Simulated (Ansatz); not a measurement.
## Geometry relaxation of Gd5N (part 3 of 4)

The same run, continued: Gd5N (slab, 6 atoms in the cell); DFT PBE+U, scalar-relativistic, plane waves, PAW, Ueff = 6 eV on Gd f, spin-polarised (Ansatz 0.2.0); cutoff 420 eV, 9×9×1 k-mesh, Gaussian smearing of 0.1 eV, collinear spins. The input holds or restrains some coordinates. Forces given for the steps count only the free coordinates. It belongs to a series of runs on one base structure; here: N put at a top Gd site.

Geometry of the input (Å; fractional positions):
```
3.6516  0.0000  0.0000
-1.8258  3.1624  0.0000
0.0000  0.0000  30.7057
Gd 0.3333  0.6667  0.2768
Gd 0.6667  0.3333  0.3721
Gd 0.3333  0.6667  0.4681
Gd 0.6667  0.3333  0.5641
Gd 0.3333  0.6667  0.6556
N  0.3333  0.6667  0.7429
```

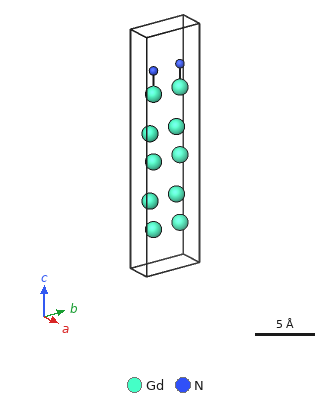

Figure 1. The geometry at step 4 of the log (ball-and-stick view of the 1 × 2 repeat of the cell, with the vacuum cut short, seen slightly off an axis).

What the program printed, continued:
```
SCF iter   1: F=—  HF=-47038.412003 eV  |F-HF|=—  |Δ(HF+E_count)|=         —  Δρ=4.41e-2 (↑3.13e-2 ↓4.41e-2)  dr2=1.79e1  dr2_m=4.38e0  M=40.108 μB ∫|m|=40.216 μB  β_m=1.20  ethr=3.10e-3  p=-0.194 e·Å  D=-9.88e-2 V/Å  ΔV_dip=3.03 eV  dr2_dipole=1.18e1  V_vac-E_F(+/−)=6.70/3.66 eV  ⟨swp⟩=4.5  Hψ=5742  notcnv=0  defer=95
efield: sawtooth ramp at fractional position 0.9898 (handed on by an earlier solve), width 0.0400; the density the first Hamiltonian is built on has a dipole p = -0.194 e·Å; the dipole correction subtracts the counter field D = -9.88e-2 V/Å, which shifts the + side's vacuum level by +3.03 eV against the − side's; the planar-averaged density in the ramp window peaks in size at 1.8e-6 e/Å³
preconditioner: auto → none  [metal: Δε(μ)=0.035 eV  Ē_g=14.455 eV  σ=0.100 eV  W_gap=0.19  n_scr=74 (ndim 8)  ℏωp=18.2 eV  f_vac=0.438  D(μ)=7.80/eV (n_scr^D=24)]
SCF iter   2: F=—  HF=-47343.436177 eV  |F-HF|=—  |Δ(HF+E_count)|=    3.05e2  Δρ=3.62e-1 (↑3.62e-1 ↓3.39e-1)  dr2=1.83e4  dr2_m=1.80e2  M=21.139 μB ∫|m|=21.447 μB  β_m=1.20  ethr=3.10e-3  p=-2.236 e·Å  D=-1.14e0 V/Å  ΔV_dip=35.04 eV  dr2_dipole=1.51e4  V_vac-E_F(+/−)=32.26/-2.78 eV  ⟨swp⟩=23.5  Hψ=22508  notcnv=0  defer=351  κ⁻¹=1.0e0(r=1)
SCF iter   3: F=—  HF=-47076.190777 eV  |F-HF|=—  |Δ(HF+E_count)|=    2.67e2  Δρ=7.32e-2 (↑7.32e-2 ↓4.39e-2)  dr2=1.12e3  dr2_m=1.54e0  M=37.315 μB ∫|m|=37.367 μB  β_m=1.20  ethr=3.10e-3  p=-0.515 e·Å  D=-2.63e-1 V/Å  ΔV_dip=8.08 eV  dr2_dipole=4.85e1  V_vac-E_F(+/−)=14.92/6.84 eV  ⟨swp⟩=14.0  Hψ=17940  notcnv=0  defer=364  κ⁻¹=1.0e-2(r=2)
SCF iter   4: F=—  HF=-47040.903535 eV  |F-HF|=—  |Δ(HF+E_count)|=    3.53e1  Δρ=1.89e-2 (↑1.48e-2 ↓1.89e-2)  dr2=3.21e1  dr2_m=3.53e-1  M=40.721 μB ∫|m|=40.733 μB  β_m=1.20  ethr=3.10e-3  p=-0.326 e·Å  D=-1.66e-1 V/Å  ΔV_dip=5.11 eV  dr2_dipole=6.43e0  V_vac-E_F(+/−)=8.46/3.35 eV  ⟨swp⟩=11.2  Hψ=12170  notcnv=0  defer=263  κ⁻¹=2.3e-4(r=3)
SCF iter   5: F=—  HF=-47040.521567 eV  |F-HF|=—  |Δ(HF+E_count)|=   3.82e-1  Δρ=1.16e-2 (↑1.16e-2 ↓1.01e-2)  dr2=2.00e1  dr2_m=5.10e-2  M=39.835 μB ∫|m|=39.862 μB  β_m=1.20  ethr=3.10e-3  p=-0.198 e·Å  D=-1.01e-1 V/Å  ΔV_dip=3.10 eV  dr2_dipole=1.60e-1  V_vac-E_F(+/−)=7.40/4.29 eV  ⟨swp⟩=8.0  Hψ=7625  notcnv=0  defer=260  κ⁻¹=3.7e-5(r=4)
SCF iter   6: F=—  HF=-47040.084700 eV  |F-HF|=—  |Δ(HF+E_count)|=   4.37e-1  Δρ=8.72e-3 (↑7.44e-3 ↓8.72e-3)  dr2=1.98e1  dr2_m=1.85e-2  M=40.147 μB ∫|m|=40.169 μB  β_m=1.20  ethr=3.10e-3  p=-0.239 e·Å  D=-1.22e-1 V/Å  ΔV_dip=3.75 eV  dr2_dipole=1.32e1  V_vac-E_F(+/−)=7.33/3.58 eV  ⟨swp⟩=6.2  Hψ=4736  notcnv=0  defer=249  κ⁻¹=1.5e-5(r=5)
SCF iter   7: F=—  HF=-47039.840114 eV  |F-HF|=—  |Δ(HF+E_count)|=   2.45e-1  Δρ=1.02e-2 (↑3.98e-3 ↓1.02e-2)  dr2=2.38e0  dr2_m=1.39e-1  M=40.867 μB ∫|m|=40.871 μB  β_m=1.20  ethr=3.10e-3  p=-0.262 e·Å  D=-1.33e-1 V/Å  ΔV_dip=4.10 eV  dr2_dipole=8.27e-1  V_vac-E_F(+/−)=7.89/3.79 eV  ⟨swp⟩=4.6  Hψ=4238  notcnv=0  defer=212  κ⁻¹=1.9e-6(r=6)
SCF iter   8: F=—  HF=-47039.871581 eV  |F-HF|=—  |Δ(HF+E_count)|=   3.15e-2  Δρ=8.06e-3 (↑2.58e-3 ↓8.06e-3)  dr2=2.05e0  dr2_m=7.39e-2  M=41.025 μB ∫|m|=41.032 μB  β_m=1.20  ethr=2.51e-3  p=-0.252 e·Å  D=-1.29e-1 V/Å  ΔV_dip=3.95 eV  dr2_dipole=1.19e0  V_vac-E_F(+/−)=7.68/3.73 eV  ⟨swp⟩=2.4  Hψ=2520  notcnv=0  defer=208  κ⁻¹=3.2e-7(r=7)
SCF iter   9: F=—  HF=-47039.867168 eV  |F-HF|=—  |Δ(HF+E_count)|=   4.41e-3  Δρ=2.81e-3 (↑1.16e-3 ↓2.81e-3)  dr2=2.22e-1  dr2_m=4.84e-3  M=40.947 μB ∫|m|=40.967 μB  β_m=1.20  ethr=2.16e-3  p=-0.234 e·Å  D=-1.19e-1 V/Å  ΔV_dip=3.67 eV  dr2_dipole=3.86e-3  V_vac-E_F(+/−)=7.36/3.69 eV  ⟨swp⟩=2.3  Hψ=2586  notcnv=0  defer=207  κ⁻¹=3.1e-7(r=8)
SCF iter  10: F=—  HF=-47039.863027 eV  |F-HF|=—  |Δ(HF+E_count)|=   4.14e-3  Δρ=2.57e-3 (↑1.10e-3 ↓2.57e-3)  dr2=2.05e-1  dr2_m=5.10e-3  M=41.059 μB ∫|m|=41.083 μB  β_m=1.20  ethr=2.34e-4  p=-0.232 e·Å  D=-1.19e-1 V/Å  ΔV_dip=3.64 eV  dr2_dipole=1.71e-1  V_vac-E_F(+/−)=7.26/3.62 eV  ⟨swp⟩=2.5  Hψ=2879  notcnv=0  defer=211  κ⁻¹=2.3e-7(r=8)
SCF iter  11: F=—  HF=-47039.862052 eV  |F-HF|=—  |Δ(HF+E_count)|=   9.75e-4  Δρ=1.91e-3 (↑8.33e-4 ↓1.91e-3)  dr2=5.50e-2  dr2_m=2.87e-3  M=41.017 μB ∫|m|=41.042 μB  β_m=1.20  ethr=2.16e-4  p=-0.229 e·Å  D=-1.17e-1 V/Å  ΔV_dip=3.59 eV  dr2_dipole=1.88e-2  V_vac-E_F(+/−)=7.24/3.65 eV  ⟨swp⟩=1.4  Hψ=1946  notcnv=0  defer=211  κ⁻¹=1.1e-6(r=8)
SCF iter  12: F=—  HF=-47039.863693 eV  |F-HF|=—  |Δ(HF+E_count)|=   1.64e-3  Δρ=1.53e-3 (↑5.70e-4 ↓1.53e-3)  dr2=1.61e-1  dr2_m=1.61e-3  M=41.122 μB ∫|m|=41.151 μB  β_m=1.20  ethr=5.79e-5  p=-0.228 e·Å  D=-1.16e-1 V/Å  ΔV_dip=3.57 eV  dr2_dipole=1.43e-1  V_vac-E_F(+/−)=7.14/3.56 eV  ⟨swp⟩=2.4  Hψ=2975  notcnv=0  defer=210  κ⁻¹=1.2e-5(r=8)
SCF iter  13: F=—  HF=-47039.863399 eV  |F-HF|=—  |Δ(HF+E_count)|=   2.94e-4  Δρ=7.48e-4 (↑2.80e-4 ↓7.48e-4)  dr2=2.31e-2  dr2_m=2.82e-4  M=41.084 μB ∫|m|=41.113 μB  β_m=1.20  ethr=5.79e-5  p=-0.226 e·Å  D=-1.15e-1 V/Å  ΔV_dip=3.54 eV  dr2_dipole=1.37e-2  V_vac-E_F(+/−)=7.10/3.56 eV  ⟨swp⟩=1.1  Hψ=1896  notcnv=0  defer=210  κ⁻¹=7.8e-6(r=8)
SCF iter  14: F=—  HF=-47039.863707 eV  |F-HF|=—  |Δ(HF+E_count)|=   3.08e-4  Δρ=6.31e-4 (↑2.41e-4 ↓6.31e-4)  dr2=3.03e-2  dr2_m=4.79e-4  M=41.048 μB ∫|m|=41.079 μB  β_m=1.20  ethr=2.44e-5  p=-0.223 e·Å  D=-1.14e-1 V/Å  ΔV_dip=3.50 eV  dr2_dipole=9.64e-3  V_vac-E_F(+/−)=7.05/3.55 eV  ⟨swp⟩=1.4  Hψ=1837  notcnv=0  defer=210  κ⁻¹=1.5e-5(r=8)
SCF iter  15: F=—  HF=-47039.863500 eV  |F-HF|=—  |Δ(HF+E_count)|=   2.07e-4  Δρ=1.72e-4 (↑1.10e-4 ↓1.72e-4)  dr2=1.03e-3  dr2_m=3.39e-5  M=41.058 μB ∫|m|=41.086 μB  β_m=1.20  ethr=2.44e-5  p=-0.225 e·Å  D=-1.15e-1 V/Å  ΔV_dip=3.52 eV  dr2_dipole=4.47e-4  V_vac-E_F(+/−)=7.07/3.55 eV  ⟨swp⟩=1.2  Hψ=2047  notcnv=0  defer=210  κ⁻¹=8.6e-5(r=8)
SCF iter  16: F=—  HF=-47039.863570 eV  |F-HF|=—  |Δ(HF+E_count)|=   7.08e-5  Δρ=3.11e-4 (↑6.81e-5 ↓3.11e-4)  dr2=5.32e-3  dr2_m=7.48e-5  M=41.047 μB ∫|m|=41.076 μB  β_m=1.20  ethr=1.09e-6  p=-0.225 e·Å  D=-1.15e-1 V/Å  ΔV_dip=3.53 eV  dr2_dipole=4.07e-3  V_vac-E_F(+/−)=7.07/3.55 eV  ⟨swp⟩=2.0  Hψ=2359  notcnv=0  defer=210  κ⁻¹=1.9e-5(r=8)
SCF iter  17: F=—  HF=-47039.863534 eV  |F-HF|=—  |Δ(HF+E_count)|=   3.66e-5  Δρ=9.17e-5 (↑5.22e-5 ↓9.17e-5)  dr2=2.65e-4  dr2_m=4.47e-6  M=41.055 μB ∫|m|=41.083 μB  β_m=1.20  ethr=1.09e-6  p=-0.226 e·Å  D=-1.15e-1 V/Å  ΔV_dip=3.53 eV  dr2_dipole=1.71e-4  V_vac-E_F(+/−)=7.08/3.55 eV  ⟨swp⟩=1.2  Hψ=1864  notcnv=0  defer=210  κ⁻¹=1.3e-5(r=8)
SCF iter  18: F=-47039.863548 eV  HF=-47039.863561 eV  |F-HF|=1.29e-5  |Δ(HF+E_count)|=   2.73e-5  Δρ=4.02e-5 (↑2.81e-5 ↓4.02e-5)  dr2=3.34e-5  dr2_m=6.97e-7  M=41.058 μB ∫|m|=41.086 μB  ethr=1.05e-7  p=-0.226 e·Å  D=-1.15e-1 V/Å  ΔV_dip=3.54 eV  dr2_dipole=4.55e-6  V_vac-E_F(+/−)=7.09/3.54 eV  ⟨swp⟩=30.5  Hψ=25604  notcnv=0
SCF 2 converged in 18 iterations: F = -47039.863548 eV  dr2 = 3.34e-5
[... from here on the iterations of each SCF are left out, up to the last one ...]
relax step   2: F+E_penalty+E_count = -47039.86354812 eV  Δ(F+E_penalty+E_count) = -5.786e-1 eV  max|allowed force component| = 1.500e0 eV/Å  Δτ_max = 0.1949 Å  (18 SCF iters, dr2 threshold 1.00e-4 eV, accepted)
[... from here on the SCF iterations and repeated set-up lines of each step are left out, up to the last step ...]
SCF 3 converged in 25 iterations: F = -47040.060518 eV  dr2 = 1.72e-5
relax step   3: F+E_penalty+E_count = -47040.06051801 eV  Δ(F+E_penalty+E_count) = -1.970e-1 eV  max|allowed force component| = 9.182e-1 eV/Å  Δτ_max = 0.1944 Å  (25 SCF iters, dr2 threshold 1.00e-4 eV, accepted)
SCF 4 converged in 18 iterations: F = -47040.106978 eV  dr2 = 3.94e-5
relax step   4: F+E_penalty+E_count = -47040.10697801 eV  Δ(F+E_penalty+E_count) = -4.646e-2 eV  max|allowed force component| = 4.417e-2 eV/Å  Δτ_max = 0.1900 Å  (18 SCF iters, dr2 threshold 1.00e-4 eV, accepted)
SCF 5 converged in 11 iterations: F = -47040.107024 eV  dr2 = 2.37e-8
relax step   5: F+E_penalty+E_count = -47040.10702419 eV  Δ(F+E_penalty+E_count) = -4.618e-5 eV  max|allowed force component| = 4.372e-2 eV/Å  Δτ_max = 0.0000 Å  (11 SCF iters, accepted)
SCF iter   1: F=—  HF=-47040.077350 eV  |F-HF|=—  |Δ(HF+E_count)|=         —  Δρ=5.70e-3 (↑4.59e-3 ↓5.70e-3)  dr2=1.26e-1  dr2_m=8.56e-2  M=40.362 μB ∫|m|=40.367 μB  β_m=1.20  ethr=4.16e-4  p=-0.256 e·Å  D=-1.31e-1 V/Å  ΔV_dip=4.02 eV  dr2_dipole=6.62e-2  V_vac-E_F(+/−)=7.54/3.52 eV  ⟨swp⟩=2.4  Hψ=3502  notcnv=0  defer=188
efield: sawtooth ramp at fractional position 0.9898 (handed on by an earlier solve), width 0.0400; the density the first Hamiltonian is built on has a dipole p = -0.256 e·Å; the dipole correction subtracts the counter field D = -1.31e-1 V/Å, which shifts the + side's vacuum level by +4.02 eV against the − side's; the planar-averaged density in the ramp window peaks in size at 1.6e-6 e/Å³
preconditioner: auto → none  [metal: Δε(μ)=0.020 eV  Ē_g=14.403 eV  σ=0.100 eV  W_gap=0.11  n_scr=74 (ndim 8)  ℏωp=18.2 eV  f_vac=0.447  D(μ)=10.71/eV (n_scr^D=100)]
SCF iter   2: F=—  HF=-47043.413938 eV  |F-HF|=—  |Δ(HF+E_count)|=    3.34e0  Δρ=3.33e-2 (↑1.34e-2 ↓3.33e-2)  dr2=3.41e2  dr2_m=7.88e-1  M=38.040 μB ∫|m|=38.161 μB  β_m=1.20  ethr=1.32e-4  p=-0.104 e·Å  D=-5.29e-2 V/Å  ΔV_dip=1.62 eV  dr2_dipole=2.63e2  V_vac-E_F(+/−)=6.33/4.71 eV  ⟨swp⟩=3.0  Hψ=4421  notcnv=0  defer=193  κ⁻¹=1.0e0(r=1)
SCF iter   3: F=—  HF=-47040.128357 eV  |F-HF|=—  |Δ(HF+E_count)|=    3.29e0  Δρ=3.11e-3 (↑1.73e-3 ↓3.11e-3)  dr2=5.96e-1  dr2_m=6.76e-3  M=40.579 μB ∫|m|=40.582 μB  β_m=1.20  ethr=1.32e-4  p=-0.267 e·Å  D=-1.36e-1 V/Å  ΔV_dip=4.18 eV  dr2_dipole=2.26e-1  V_vac-E_F(+/−)=7.64/3.45 eV  ⟨swp⟩=3.1  Hψ=4004  notcnv=0  defer=217  κ⁻¹=3.5e-4(r=2)
SCF iter   4: F=—  HF=-47040.118569 eV  |F-HF|=—  |Δ(HF+E_count)|=   9.79e-3  Δρ=1.68e-3 (↑1.32e-3 ↓1.68e-3)  dr2=3.06e-1  dr2_m=2.32e-3  M=40.215 μB ∫|m|=40.222 μB  β_m=1.20  ethr=1.32e-4  p=-0.246 e·Å  D=-1.25e-1 V/Å  ΔV_dip=3.85 eV  dr2_dipole=4.99e-2  V_vac-E_F(+/−)=7.47/3.62 eV  ⟨swp⟩=1.8  Hψ=2567  notcnv=0  defer=200  κ⁻¹=3.6e-5(r=3)
SCF iter   5: F=—  HF=-47040.120166 eV  |F-HF|=—  |Δ(HF+E_count)|=   1.60e-3  Δρ=2.21e-3 (↑1.22e-3 ↓2.21e-3)  dr2=8.24e-1  dr2_m=3.40e-3  M=40.341 μB ∫|m|=40.348 μB  β_m=1.20  ethr=1.32e-4  p=-0.257 e·Å  D=-1.31e-1 V/Å  ΔV_dip=4.02 eV  dr2_dipole=4.70e-2  V_vac-E_F(+/−)=7.46/3.44 eV  ⟨swp⟩=2.0  Hψ=2361  notcnv=0  defer=200  κ⁻¹=3.2e-5(r=4)
SCF iter   6: F=—  HF=-47040.107654 eV  |F-HF|=—  |Δ(HF+E_count)|=   1.25e-2  Δρ=2.74e-4 (↑2.43e-4 ↓2.74e-4)  dr2=1.01e-2  dr2_m=2.50e-5  M=40.367 μB ∫|m|=40.372 μB  β_m=1.20  ethr=1.32e-4  p=-0.256 e·Å  D=-1.31e-1 V/Å  ΔV_dip=4.01 eV  dr2_dipole=1.21e-4  V_vac-E_F(+/−)=7.53/3.52 eV  ⟨swp⟩=1.5  Hψ=1818  notcnv=0  defer=200  κ⁻¹=2.8e-6(r=5)
SCF iter   7: F=—  HF=-47040.107313 eV  |F-HF|=—  |Δ(HF+E_count)|=   3.42e-4  Δρ=1.84e-4 (↑1.84e-4 ↓1.83e-4)  dr2=3.13e-3  dr2_m=1.18e-5  M=40.363 μB ∫|m|=40.368 μB  β_m=1.20  ethr=1.07e-5  p=-0.255 e·Å  D=-1.30e-1 V/Å  ΔV_dip=4.00 eV  dr2_dipole=2.05e-3  V_vac-E_F(+/−)=7.53/3.53 eV  ⟨swp⟩=1.5  Hψ=1915  notcnv=0  defer=200  κ⁻¹=1.5e-7(r=6)
SCF iter   8: F=—  HF=-47040.107279 eV  |F-HF|=—  |Δ(HF+E_count)|=   3.39e-5  Δρ=1.09e-4 (↑1.05e-4 ↓1.09e-4)  dr2=4.50e-4  dr2_m=1.20e-6  M=40.373 μB ∫|m|=40.378 μB  β_m=1.20  ethr=3.30e-6  p=-0.255 e·Å  D=-1.30e-1 V/Å  ΔV_dip=4.00 eV  dr2_dipole=2.46e-4  V_vac-E_F(+/−)=7.53/3.53 eV  ⟨swp⟩=1.5  Hψ=1849  notcnv=0  defer=200  κ⁻¹=9.7e-8(r=7)
SCF iter   9: F=—  HF=-47040.107263 eV  |F-HF|=—  |Δ(HF+E_count)|=   1.56e-5  Δρ=6.41e-5 (↑6.41e-5 ↓6.30e-5)  dr2=1.62e-4  dr2_m=5.68e-7  M=40.377 μB ∫|m|=40.381 μB  β_m=1.20  ethr=4.74e-7  p=-0.255 e·Å  D=-1.30e-1 V/Å  ΔV_dip=4.00 eV  dr2_dipole=1.17e-4  V_vac-E_F(+/−)=7.53/3.53 eV  ⟨swp⟩=2.0  Hψ=2432  notcnv=0  defer=200  κ⁻¹=2.1e-8(r=8)
SCF iter  10: F=—  HF=-47040.107267 eV  |F-HF|=—  |Δ(HF+E_count)|=   3.85e-6  Δρ=3.18e-5 (↑3.18e-5 ↓2.82e-5)  dr2=6.86e-5  dr2_m=1.91e-7  M=40.377 μB ∫|m|=40.382 μB  β_m=1.20  ethr=1.71e-7  p=-0.255 e·Å  D=-1.30e-1 V/Å  ΔV_dip=4.00 eV  dr2_dipole=5.22e-5  V_vac-E_F(+/−)=7.53/3.53 eV  ⟨swp⟩=1.4  Hψ=1841  notcnv=0  defer=200  κ⁻¹=6.0e-9(r=8)
SCF iter  11: F=—  HF=-47040.107533 eV  |F-HF|=—  |Δ(HF+E_count)|=   2.66e-4  Δρ=1.79e-5 (↑1.46e-5 ↓1.79e-5)  dr2=3.30e-5  dr2_m=2.66e-7  M=40.381 μB ∫|m|=40.386 μB  β_m=1.20  ethr=7.22e-8  p=-0.255 e·Å  D=-1.30e-1 V/Å  ΔV_dip=4.00 eV  dr2_dipole=2.95e-5  V_vac-E_F(+/−)=7.53/3.53 eV  ⟨swp⟩=1.5  Hψ=2031  notcnv=0  defer=201  κ⁻¹=7.7e-7(r=8)
SCF iter  12: F=—  HF=-47040.107534 eV  |F-HF|=—  |Δ(HF+E_count)|=   1.04e-6  Δρ=1.38e-5 (↑8.74e-6 ↓1.38e-5)  dr2=4.03e-6  dr2_m=1.35e-7  M=40.382 μB ∫|m|=40.386 μB  β_m=1.20  ethr=3.48e-8  p=-0.255 e·Å  D=-1.30e-1 V/Å  ΔV_dip=4.00 eV  dr2_dipole=3.01e-6  V_vac-E_F(+/−)=7.53/3.53 eV  ⟨swp⟩=1.2  Hψ=1803  notcnv=0  defer=201  κ⁻¹=1.6e-7(r=8)
SCF iter  13: F=—  HF=-47040.107535 eV  |F-HF|=—  |Δ(HF+E_count)|=   6.16e-7  Δρ=8.30e-6 (↑5.79e-6 ↓8.30e-6)  dr2=1.25e-6  dr2_m=4.11e-8  M=40.382 μB ∫|m|=40.387 μB  β_m=1.20  ethr=4.24e-9  p=-0.255 e·Å  D=-1.30e-1 V/Å  ΔV_dip=4.00 eV  dr2_dipole=1.95e-7  V_vac-E_F(+/−)=7.53/3.53 eV  ⟨swp⟩=2.0  Hψ=2584  notcnv=0  defer=201  κ⁻¹=1.7e-7(r=8)
SCF iter  14: F=—  HF=-47040.107535 eV  |F-HF|=—  |Δ(HF+E_count)|=   3.04e-7  Δρ=2.76e-6 (↑2.76e-6 ↓2.26e-6)  dr2=1.03e-7  dr2_m=7.40e-9  M=40.383 μB ∫|m|=40.388 μB  β_m=1.20  ethr=1.32e-9  p=-0.255 e·Å  D=-1.30e-1 V/Å  ΔV_dip=4.00 eV  dr2_dipole=9.89e-9  V_vac-E_F(+/−)=7.53/3.53 eV  ⟨swp⟩=2.0  Hψ=2632  notcnv=0  defer=201  κ⁻¹=5.6e-6(r=8)
SCF iter  15: F=—  HF=-47040.107535 eV  |F-HF|=—  |Δ(HF+E_count)|=   6.18e-8  Δρ=1.40e-6 (↑1.21e-6 ↓1.40e-6)  dr2=1.25e-7  dr2_m=5.08e-10  M=40.383 μB ∫|m|=40.388 μB  β_m=1.20  ethr=1.05e-10  p=-0.255 e·Å  D=-1.30e-1 V/Å  ΔV_dip=4.00 eV  dr2_dipole=2.35e-8  V_vac-E_F(+/−)=7.53/3.53 eV  ⟨swp⟩=18.7  Hψ=15069  notcnv=0  κ⁻¹=2.4e-6(r=8)
SCF iter  16: F=—  HF=-47040.107535 eV  |F-HF|=—  |Δ(HF+E_count)|=   2.27e-8  Δρ=1.24e-6 (↑1.24e-6 ↓7.94e-7)  dr2=1.05e-7  dr2_m=5.35e-10  M=40.383 μB ∫|m|=40.388 μB  β_m=1.20  ethr=1.09e-10  p=-0.255 e·Å  D=-1.30e-1 V/Å  ΔV_dip=4.00 eV  dr2_dipole=4.31e-8  V_vac-E_F(+/−)=7.53/3.53 eV  ⟨swp⟩=1.2  Hψ=1808  notcnv=0  κ⁻¹=1.3e-5(r=8)
SCF iter  17: F=-47040.107535 eV  HF=-47040.107535 eV  |F-HF|=2.48e-8  |Δ(HF+E_count)|=   5.30e-9  Δρ=7.96e-7 (↑7.96e-7 ↓6.82e-7)  dr2=2.13e-8  dr2_m=1.81e-10  M=40.383 μB ∫|m|=40.388 μB  ethr=1.05e-10  p=-0.255 e·Å  D=-1.30e-1 V/Å  ΔV_dip=4.00 eV  dr2_dipole=1.01e-8  V_vac-E_F(+/−)=7.53/3.53 eV  ⟨swp⟩=8.9  Hψ=10074  notcnv=0
SCF 6 converged in 17 iterations: F = -47040.107535 eV  dr2 = 2.13e-8
```
